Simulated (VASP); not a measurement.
Input file:

```
PREC     = Accurate       # precision mode
ENCUT    = 520            # plane-wave cutoff, eV
EDIFF    = 1E-6           # SCF threshold, eV
ISMEAR   = -1             # smearing method
SIGMA    = 0.02           # smearing width, eV
LREAL    = F              # projectors in reciprocal space
LASPH    = T              # aspherical terms in the spheres
NELM     = 100            # most SCF steps
ALGO     = Normal         # electronic algorithm
ISIF     = 2              # what is computed and relaxed
LWAVE    = F              # write WAVECAR
LCHARG   = T              # write CHGCAR
GGA      = PE             # functional
LELF     = T              # ELF
LVHAR    = T            
NBANDS   = 17             # bands
```

Launched as:

```sh
cat potpaw_PBE.64/Pb_d/POTCAR potpaw_PBE.64/S/POTCAR > POTCAR
mpirun -np 1 vasp_std > vasp.out
```

Below, planes, directions and counts refer to the conventional cell (a = 4.22 Å, b = 4.22 Å, c = 10.62 Å, α = 90.00°, β = 90.00°, γ = 120.00°).

Space group R-3m; a generated structure, not necessarily the stable one; changed on purpose from its base cell (shear 111 strain +2.7%).

Theory: Kohn-Sham DFT of a periodic cell, PBE, VASP PAW PBE potentials, recommended in VASP.

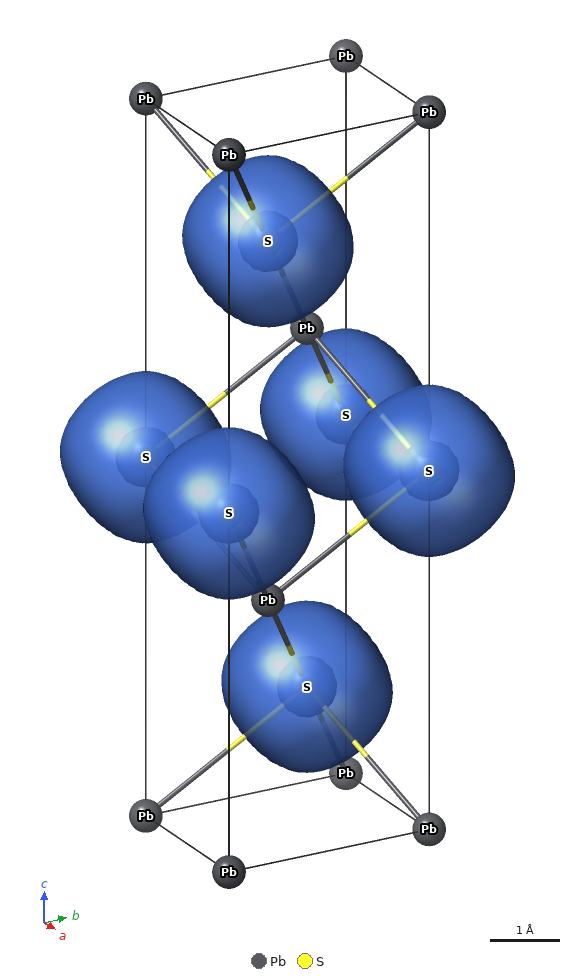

PbS. Isosurface of the ELF at 0.7 (blue), seen slightly off an axis. Core shells and regions of very low density are left out. Sticks mark near contacts.

### What do the ELF domains correspond to?

The surface consists of three regions wrapped around S (the valence shell of each), counted in one cell of 6 atoms. Regions shared between cells count once.

Values along the shortest contacts:
Pb–S (3.01 Å): the ELF peaks at about 0.85 in the valence shell of S, 0.8 Å from its nucleus, and drops to about 0.20 between the two atoms.
